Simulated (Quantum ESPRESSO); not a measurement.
# BP (F-43m): the LO frequency by hand

How high does the longitudinal optical mode of BP (F-43m) lie, given the transverse one, the Born charge and ε∞?

Method: DFT LDA, scalar-relativistic, plane waves, PseudoDojo norm-conserving pseudopotentials, in Quantum ESPRESSO 7.5.

## (1) The relaxed structure

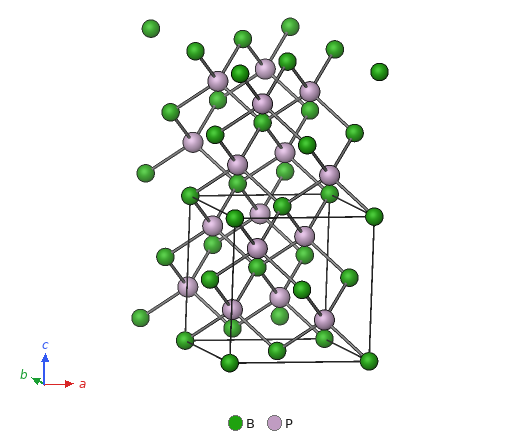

The starting structure, seen slightly off an axis (boron green, phosphorus pink). 1×2×2 cells are drawn. This picture shows the conventional cell, with its axes. Bonds to atoms that aren't drawn are left out. Some periodic images of atoms are drawn too.

Structure file:

```
B P
1.0
    -2.24355    0.00000    2.24355
     0.00000    2.24355    2.24355
    -2.24355    2.24355    0.00000
B P
1 1
Direct
  0.00000 0.00000 0.00000
  0.25000 0.25000 0.25000
```

This is the cell after its relaxation at this level of theory, not the database cell from which that began.

## (2) What the response run gave

A linear-response run on the relaxed cell, with the response to an electric field; only its zone-centre results are used. Cutoff 84 Ry, k mesh 12×12×12.

What it wrote:

```text
[banners, grids, parts of the stress and lines that vanish by symmetry left out]
Program PHONON v.7.5
     Reading xml data from directory:

[...]
Exchange-correlation= PW
                           (   1   4   0   0   0   0   0)
[...]
(   8 q-points):
[...]
kinetic-energy cut-off    =      84.0000  Ry
     charge density cut-off    =     336.0000  Ry
     convergence threshold     =      1.0E-18
[...]
Exchange-correlation= PW
                           (   1   4   0   0   0   0   0)
[...]
q = (   0.0000000   0.0000000   0.0000000 )
     25 Sym.Ops. (with q -> -q+G )
     G cutoff =  305.9710  (  15905 G-vectors)     FFT grid: ( 36, 36, 36)
     number of k points=    72
[...]
Mode symmetry, T_d (-43m)  point group:
[...]
Dielectric constant
[...]
End of electric fields calculation
          Dielectric constant in cartesian axis
          (       9.159297068       0.000000000      -0.000000000 )
          (       0.000000000       9.159297068       0.000000000 )
          (      -0.000000000       0.000000000       9.159297068 )
          Effective charges (d Force / dE) in cartesian axis without acoustic sum rule applied (asr)
           atom    1  B     Mean Z*:       -0.64515
      Ex  (       -0.64515       -0.00000       -0.00000 )
      Ey  (       -0.00000       -0.64515       -0.00000 )
      Ez  (       -0.00000       -0.00000       -0.64515 )
           atom    2  P     Mean Z*:        0.64151
      Ex  (        0.64151       -0.00000       -0.00000 )
      Ey  (       -0.00000        0.64151        0.00000 )
      Ez  (       -0.00000        0.00000        0.64151 )
          Effective charges Sum: Mean:       -0.00364
[...]
Effective charges (d Force / dE) in cartesian axis with asr applied:
           atom    1  B     Mean Z*:       -0.64333
[...]
atom    2  P     Mean Z*:        0.64333
[...]
Representation #   1 modes #   1   2   3
[...]
End of self-consistent calculation
     Convergence has been achieved
     Representation #   2 modes #   4   5   6
[...]
End of self-consistent calculation
     Convergence has been achieved
[...]
Dielectric constant in cartesian axis
          (       9.159297068       0.000000000      -0.000000000 )
          (       0.000000000       9.159297068       0.000000000 )
          (      -0.000000000       0.000000000       9.159297068 )
          Effective charges (d Force / dE) in cartesian axis without acoustic sum rule applied (asr)
           atom    1  B     Mean Z*:       -0.64515
[...]
Mode symmetry, C_s (m)     point group:
[...]
q = (    0.530330086  -0.176776695   0.530330086 )
[...]
Mode symmetry, C_s (m)     point group:
     freq (   1-   1) =        284.8  [cm-1]   --> A''
     freq (   2-   2) =        367.8  [cm-1]   --> A'
     freq (   3-   3) =        465.3  [cm-1]   --> A'
     freq (   4-   4) =        718.4  [cm-1]   --> A'
     freq (   5-   5) =        747.0  [cm-1]   --> A''
     freq (   6-   6) =        805.6  [cm-1]   --> A'
[...]
Mode symmetry, C_s (m)     point group:
[...]
q = (    0.353553391   0.000000000   0.353553391 )
[...]
Mode symmetry, C_s (m)     point group:
     freq (   1-   1) =        263.0  [cm-1]   --> A''
     freq (   2-   2) =        358.1  [cm-1]   --> A'
     freq (   3-   3) =        418.8  [cm-1]   --> A'
     freq (   4-   4) =        730.2  [cm-1]   --> A'
     freq (   5-   5) =        758.5  [cm-1]   --> A''
     freq (   6-   6) =        807.6  [cm-1]   --> A'
[...]
Mode symmetry, D_2d (-42m) point group:
[...]
Representation #   3 modes #   3   4
[...]
Convergence has been achieved
     Representation #   4 modes #   5   6
[...]
Convergence has been achieved
[...]
q = (    0.000000000  -0.707106781   0.000000000 )
[...]
freq (    5) =      21.876528 [THz] =     729.722441 [cm-1]
     freq (    6) =      24.110792 [THz] =     804.249448 [cm-1]
[...]
Mode symmetry, D_2d (-42m) point group:
     freq (   1-   2) =        313.0  [cm-1]   --> E    X_5  W_3
     freq (   3-   3) =        536.8  [cm-1]   --> A_1  X_1  W_1
     freq (   4-   5) =        729.7  [cm-1]   --> E    X_5  W_3
     freq (   6-   6) =        804.2  [cm-1]   --> B_2  X_3  W_2
[...]
Mode symmetry, S_4 (-4)    point group:
[...]
Convergence has been achieved
[...]
Convergence has been achieved
[...]
Convergence has been achieved
[...]
Convergence has been achieved
     Representation #   5 mode #   5
[...]
End of self-consistent calculation
     Convergence has been achieved
     Representation #   6 mode #   6
[...]
End of self-consistent calculation
     Convergence has been achieved
[...]
q = (   -0.353553391  -0.707106781   0.000000000 )
[...]
freq (    1) =      11.109701 [THz] =     370.579732 [cm-1]
     freq (    2) =      12.521323 [THz] =     417.666390 [cm-1]
     freq (    3) =      13.320054 [THz] =     444.309167 [cm-1]
     freq (    4) =      20.499808 [THz] =     683.799975 [cm-1]
     freq (    5) =      21.876746 [THz] =     729.729693 [cm-1]
     freq (    6) =      24.047229 [THz] =     802.129233 [cm-1]
[...]
Mode symmetry, S_4 (-4)    point group:
     freq (   1-   1) =        370.6  [cm-1]   --> E*   W_2
     freq (   2-   2) =        417.7  [cm-1]   --> B    W_3
     freq (   3-   3) =        444.3  [cm-1]   --> A    W_1
     freq (   4-   4) =        683.8  [cm-1]   --> E    W_4
     freq (   5-   5) =        729.7  [cm-1]   --> B    W_3
     freq (   6-   6) =        802.1  [cm-1]   --> E*   W_2

   JOB DONE.
```

| quantity | value |
| --- | --- |
| cell volume Ω (Å³) | 22.586 |
| mass of B (u) | 10.810 |
| mass of P (u) | 30.974 |
| Born charge of B, raw (e) | -0.645 |
| Born charge of P, raw (e) | 0.641 |
| ε∞ | 9.159 |
| ω(TO) after the sum rule (cm⁻¹) | 821.2 |

## (3) The calculation

The charges must sum to zero over the cell; taking off their mean, -0.002 e, leaves Z* = -0.643 e on B. In the polar mode B moves against P, so the reduced mass is μ = 10.81 × 30.97 / 41.78 = 8.013 u.

A longitudinal wave builds up a field that adds to the restoring force: ω(LO)² = ω(TO)² + 4π Z*² / (μ Ω ε∞), in Hartree atomic units. With μ = 14607 electron masses and Ω = 152.42 bohr³ the second term is 2.5506e-07 Ha², or 12286 cm⁻² (1 Ha = 219474.6 cm⁻¹).

So ω(LO) = √(674304 + 12286) = 828.6 cm⁻¹, and by the Lyddane-Sachs-Teller relation ε₀ = ε∞ (ω(LO)/ω(TO))² = 9.33.

## (4) Check against the program

The analysis program adds the same non-analytic term to the full matrix, here for q along (1 0 0).

What it wrote:

```text
[banner, memory and clock lines left out]
Program DYNMAT v.7.5

     Reading Dynamical Matrix from file x.dyn1
     ...Force constants read
     ...epsilon and Z* read

     Polarizability (A^3 units)
     multiply by 0.268834 for Clausius-Mossotti correction
        14.665007    0.000000   -0.000000
         0.000000   14.665007    0.000000
        -0.000000    0.000000   14.665007

     IR activities are in (D/A)^2/amu units

# mode   [cm-1]    [THz]      IR
    1     -0.00   -0.0000    0.0000
    2     -0.00   -0.0000    0.0000
    3      0.00    0.0000    0.0000
    4    821.16   24.6179    1.1916
    5    821.16   24.6179    1.1916
    6    828.61   24.8411    1.1916
```

ε₀ comes from the program's run without a direction of q.

| quantity | by hand | program |
| --- | --- | --- |
| ω(LO) (cm⁻¹) | 828.6 | 828.6 |
| ε₀ | 9.33 | 9.33 |

## (5) Summary of results

| Item | Value |
| --- | --- |
| TO mode | 821.2 cm⁻¹ |
| LO mode | 828.6 cm⁻¹ |
| static dielectric constant | 9.326 |

**Reading.** The LO mode of BP (F-43m) lies at 829 cm⁻¹, 7 cm⁻¹ above the TO mode; the formula meets the program within 0.1 cm⁻¹, as it must for a cubic crystal with one polar mode. ω(LO)² − ω(TO)² goes with Z*²/ε∞: an error of 5 % in ε∞ would move the LO mode by 0.4 cm⁻¹, and semilocal functionals tend to overestimate ε∞. These are harmonic values at zero temperature, at the volume of this functional, for the structure held cubic; stability elsewhere in the zone is no part of this calculation.

[Host names and launcher messages were left out of these logs when they were recorded.]

[Logs are printed without paths, hosts, clocks, repeated set-up lines and the standing remarks that a program may print on its own settings, such as how far it seeks lower states.]

[Hosts, paths, dates, database ids (printed as entryN), source tags and the programs' standing remarks are cut or masked in the printed files.]
